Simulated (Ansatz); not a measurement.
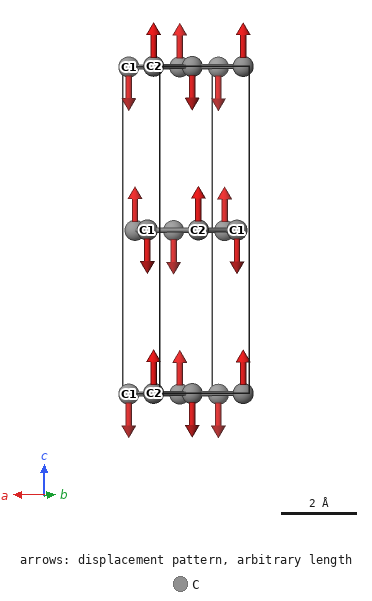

Normal modes of crystalline C, space group Fmmm (No. 69), at the zone centre. The optical levels lie at 872, 1570 (×2) cm⁻¹. One mode is drawn. Displacements are drawn as red arrows; their common scale and sign are arbitrary. Style: ball-and-stick. Shown: the conventional cell (4 times the calculation's cell), from a free direction. Lengths and directions refer to the drawn axes.

Level of theory: DFT PBE, scalar-relativistic, plane waves, PAW (Ansatz). (plane-wave cutoff 420 eV; k-point mesh 14 × 14 × 14; occupations fixed; no spin polarisation)

Frequencies are those without the non-analytic (LO–TO) term.

> Which of these frequencies is the drawn mode's?

The level at 872 cm⁻¹. This is the B₃g mode, the lowest optical level, Raman-active by symmetry. All motion is along c; atoms of one kind move against one another, with no net shift of their sublattice; the C–C bond lengths don't change to first order, so for these it is a bending, tilting or sliding motion.

Limits of the set-up: layers or molecules are held without a dispersion correction, so their spacing is unreliable.
